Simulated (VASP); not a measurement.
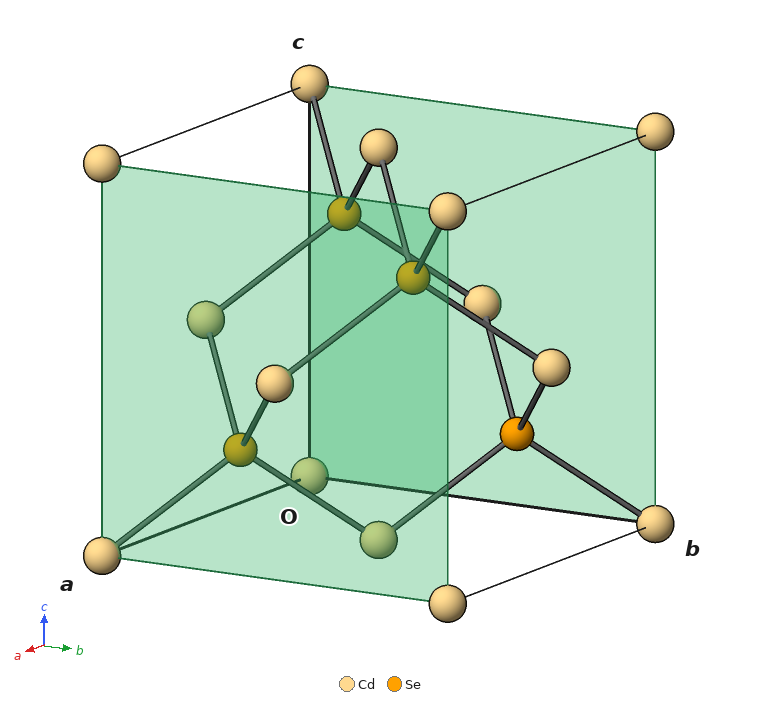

For CdSe, a cell listed in the Materials Project, as set up for an electronic-structure calculation: every member of one family of equally spaced planes, hx + ky + lz = a whole number, that cuts the unit cell is shaded (one member passes through the origin O). The drawing is computed from the coordinates (standard cell, symmetry found to 0.002 Å).

a = 6.141 Å, b = 6.141 Å, c = 6.141 Å, α = 90.00°, β = 90.00°, γ = 90.00°.

Q: What are the Miller indices?

A: (1 0 0); the opposite sign names the same planes. The member next to the origin meets the axes a at 1, b never, c never.

Q: What is the spacing?

A: d = 6.141 Å.

Q: Which atoms of the cell lie in these planes (within 0.03 Å)?

A: 2 of the 4 Cd.

Q: The space group is F-43m, No. 216. How many reflections hkl are equivalent to this one (itself included), and does it occur?

A: 6 reflections are equivalent in the Laue class m-3m. The reflection is systematically absent, by the centring.
